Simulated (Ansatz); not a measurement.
Consider Al₁₆N₁₅ (cell with a defect).

```
Al N
1.0
    -4.40317   -4.40317    4.40317
     4.40317   -4.40317   -4.40317
     4.40317    4.40317    4.40317
Al N
16 15
Direct
  0.25000 0.00084 0.75000
  0.00162 0.00064 0.00064
  0.50084 0.75000 0.75000
  0.25000 0.75000 0.00084
  0.99936 0.75000 0.25098
  0.74902 0.99838 0.24902
  0.50064 0.00064 0.50162
  0.99936 0.25098 0.75000
  0.75098 0.49936 0.75000
  0.50064 0.50162 0.00064
  0.25000 0.49936 0.25098
  0.99916 0.49916 0.49916
  0.75098 0.75000 0.49936
  0.74902 0.24902 0.99838
  0.49838 0.24902 0.24902
  0.25000 0.25098 0.49936
  0.00003 0.75000 0.99994
  0.49994 0.50003 0.75000
  0.25000 0.50003 0.99994
  0.00006 0.50006 0.25010
  0.75000 0.75000 0.25000
  0.49994 0.75000 0.50003
  0.00003 0.99994 0.75000
  0.75000 0.25000 0.75000
  0.49997 0.24990 0.99997
  0.25000 0.25000 0.25000
  0.00006 0.25010 0.50006
  0.75010 0.50006 0.50006
  0.74990 0.99997 0.99997
  0.49997 0.99997 0.24990
  0.25000 0.99994 0.50003
```

Spin-polarised.

Computed with DFT PBE, scalar-relativistic, plane waves, PAW (Ansatz).

Question: What will maps of the valence pseudo-density and electron localisation function show?

Answer: Al–N (1.90 Å): ρ is about 0.67 e/Å³ halfway; the ELF peaks at about 0.90 in the valence shell of N, 0.8 Å from its nucleus, and is about 0.85 at the midpoint.

Question: Does the calculation give a band gap?

Answer: It is metallic or semimetallic at this level of theory: no gap opens.

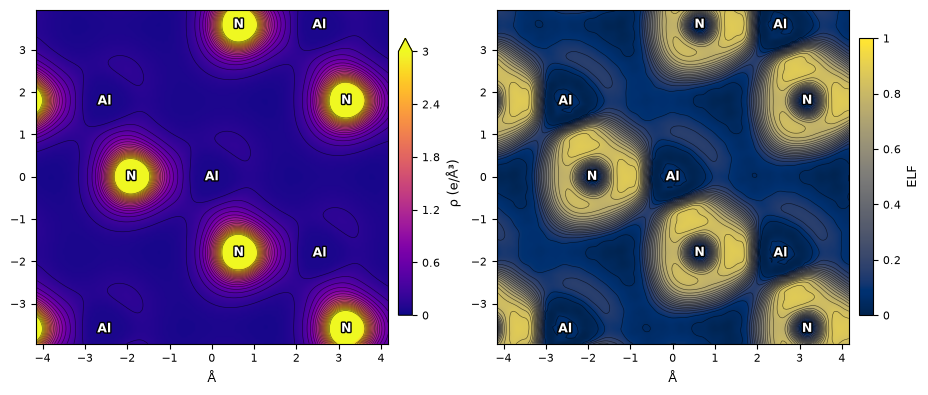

Computed valence pseudo-density and electron localisation function on the (100) plane of the calculation cell, in this order. 

The density is the valence pseudo-density of a PAW calculation; it isn't the true density close to the nuclei.
